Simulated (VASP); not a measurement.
MgO2, space group Pa-3 (No. 205), a = 4.866 Å, b = 4.866 Å, c = 4.866 Å, α = 90.00°, β = 90.00°, γ = 90.00°

| site | Wyckoff | x | y | z |
| --- | --- | --- | --- | --- |
| Mg | 4b | 0.5000 | 0.5000 | 0.5000 |
| O | 8c | 0.0907 | 0.4093 | 0.5907 |

Source: coordinates from a relaxation with VASP Kohn-Sham DFT of a periodic cell, BLYP with D4, VASP PAW PBE potentials, recommended in VASP 6.6.1.

Question: Describe the coordination of Mg.

Answer: MgO6: a slightly distorted octahedron (coordination number 6, S = 0.10; next best trigonal prism, S = 16.5). Bonds: 6 × Mg–O 2.09 Å. The next neighbour, not counted, lies at 2.94 Å.

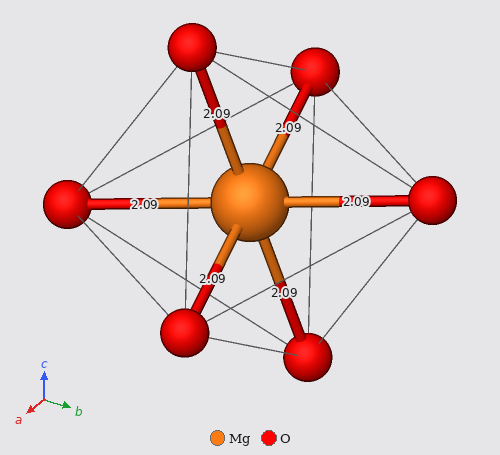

The polyhedron about Mg. Shape measures S are computed against regular polyhedra or, for capped shapes, the nearer of the equal-edge and equal-bond forms.
